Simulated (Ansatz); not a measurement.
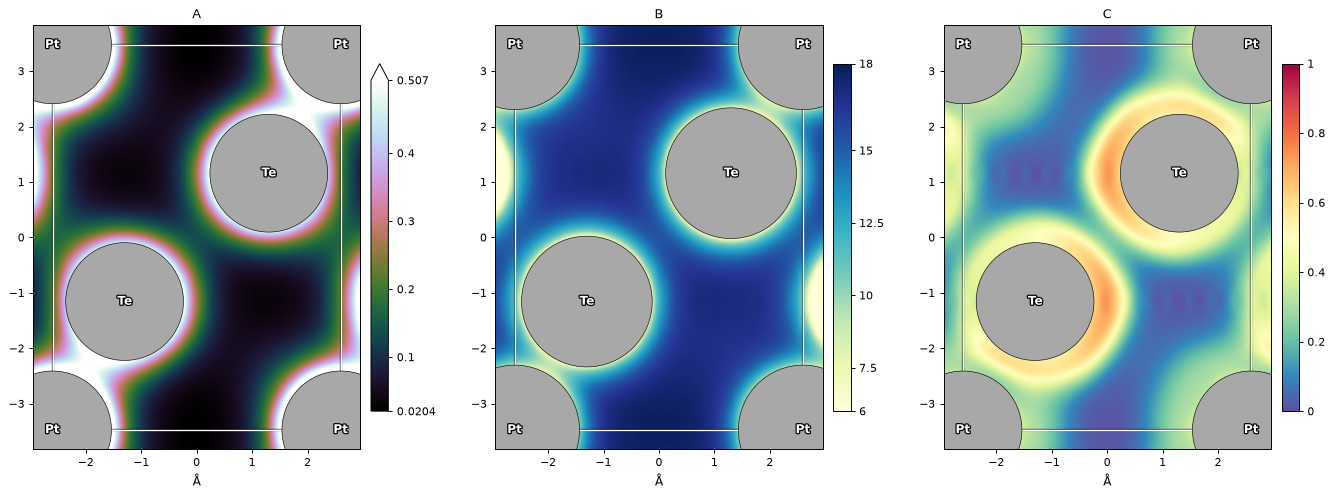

Te2Pt: 3 fields on the (110) plane of the conventional cell, with unlabelled colour scales. Grey discs cover the atomic cores.

Space group P-3m1; not relaxed (largest force 1.0 eV/Å); computed pressure about 9 GPa in this cell.

Theory: Kohn-Sham DFT of a periodic cell, PBE, Ansatz PAW in Ansatz 0.2.0.

Q: Which field does each panel show? The fields are: electron localisation function, electrostatic potential energy of an electron and valence pseudo-density.

A: Panel A: valence pseudo-density. Panel B: electrostatic potential energy of an electron (low next to the atoms, rising into the space between them). Panel C: electron localisation function. From the grid: Te–Pt (2.66 Å): the density is about 0.52 e/Å³ at the midpoint; the ELF is about 0.50 at the midpoint.
